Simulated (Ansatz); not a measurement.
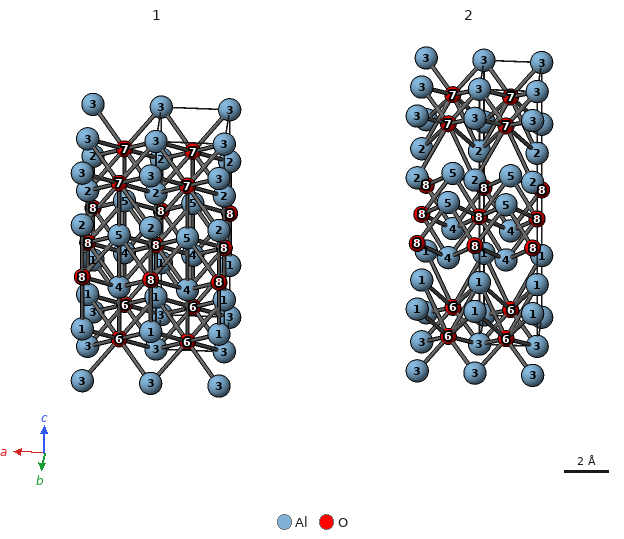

Two geometries of a crystal of Al$_{5}$O$_{3}$ (a generated structure, set up in P4/mmm) (coarse preliminary run), drawn at one scale. One is the start of a relaxation, the other its converged end. Style: ball-and-stick. Shown: the cell of the calculation, repeated 2 × 2 × 1 with one cell outlined, from a free direction.

Level of theory: Ansatz 0.2.0, DFT PBE, scalar-relativistic, plane waves, PAW. Settings: plane-wave cutoff 420 eV; k-point mesh 6 × 6 × 2; occupations gaussian; smearing width 0.1 eV; no spin polarisation; cell and atoms relaxed; force threshold 0.04 eV/Å; at most 70 steps.

Q: Which one is relaxed?

A: Structure 2 is the relaxed one. The largest moves relative to the cell, 0.57 Å, are those of O6 and O7. O7 goes along +c. Largest moves by element: O 0.57 Å, Al 0.23 Å. The volume changes by −12.5 %, with a = b 3.150 → 2.660 Å (−15.6 %), c 11.040 → 13.553 Å (+22.8 %). Among the contacts that change: Al4–O6 2.760 → 4.190 Å, Al1–O8 2.760 → 3.494 Å, Al3–O6 2.620 → 2.189 Å, Al1–O6 2.620 → 2.866 Å. The space group stays P4/mmm (No. 123). The energy falls by 388 meV per atom in 12 accepted moves (16 points after the start). Largest force component: 1.2 eV/Å at the start, 0.0022 eV/Å at the end. The pressure goes from −9.94 to 0.15 GPa. The line search rejected the trial steps at points 7, 9 of the run. The SCF was repeated twice at an unchanged geometry on a basis and grid sized afresh for the cell, which shifted the energy by 19.6 meV per atom at most.
